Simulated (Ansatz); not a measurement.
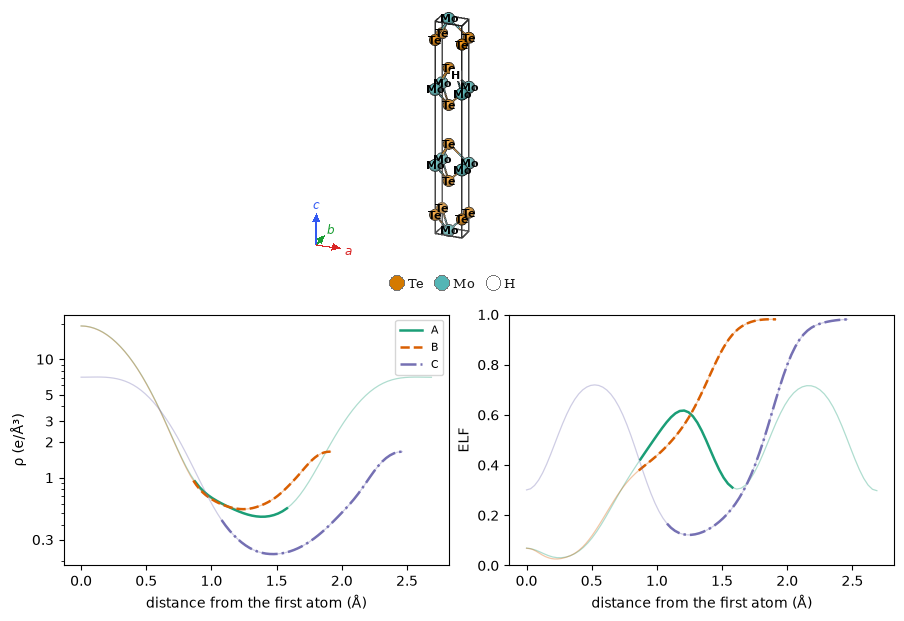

Figure. Te₆Mo₃H (distorted or defective cell). Valence electron density and ELF along straight lines between neighbouring atoms. Thin, pale parts lie inside the atomic spheres. The structure is drawn too.

A point of a scan over the structure, not its minimum; not relaxed (largest force 2.0 eV/Å); computed pressure about 2 GPa in this cell; computed without spin polarisation; PAW files of the earlier set (soft_1).

Level of theory: DFT PBEsol+D3(BJ), scalar-relativistic, plane waves, PAW (Ansatz).

In a PAW calculation such maps are meaningful between the atoms, not at the nuclei.

**Which curve belongs to which contact (Mo–H, Te–H and Te–Mo)? The first atom named is at distance zero.**

Curve A: Te–Mo (2.69 Å): the density is about 0.47 e/Å³ at the midpoint; the ELF is about 0.55 at the midpoint. Curve B: Te–H (1.91 Å): the density is about 0.71 e/Å³ at the midpoint; the ELF climbs to about 1 towards the hydrogen, as it does in any bond to H. Curve C: Mo–H (2.46 Å): ρ is about 0.28 e/Å³ halfway; the ELF climbs to about 0.95 towards the hydrogen.
